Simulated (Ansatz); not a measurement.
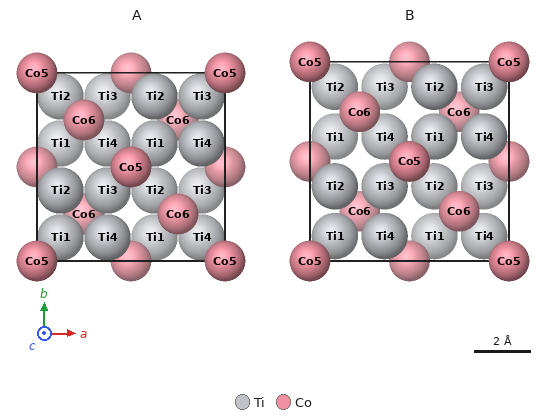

Two geometries of solid Ti₂Co (set up in Fd-3m) (coarse preliminary run), drawn at one scale. One is the start of a relaxation, the other its converged end. A spheres-only model of the conventional cell (4 times the calculation's cell), seen along the c axis. Lengths and directions refer to the drawn axes.

Method: DFT r2SCAN, scalar-relativistic, plane waves, PAW in Ansatz 0.2.0. Settings: plane-wave cutoff 500 eV; k-point mesh 6 × 6 × 6; occupations gaussian; smearing width 0.1 eV; collinear spin; cell and atoms relaxed; force threshold 0.05 eV/Å; at most 80 steps.

Which geometry has the lower energy?

Answer. Structure B is the relaxed one. The atoms keep their places relative to the cell (all moves are under 0.005 Å). Cell: a = b = c 6.730 → 7.125 Å (+5.9 %). Volume +18.6 %. Some distances before and after: Co5–Co6 2.914 → 3.085 Å, Ti1–Co5 2.790 → 2.954 Å, Ti1–Ti2 2.379 → 2.519 Å. The space group stays Fd-3m (No. 227). After 3 accepted moves (4 points after the start) the energy has fallen by 161 meV per atom. All forces vanish by symmetry, so only the cell relaxes. The pressure goes from 24.61 to 0.17 GPa. The SCF was repeated once at an unchanged geometry on a basis and grid sized afresh for the cell, which shifted the energy by 2.3 meV per atom at most. Cost: 2.6 min on 2 threads of Intel(R) Xeon(R) Processor @ 2.50GHz (Skylake/Cascade Lake) (shared host), peak memory 0.85 GiB.
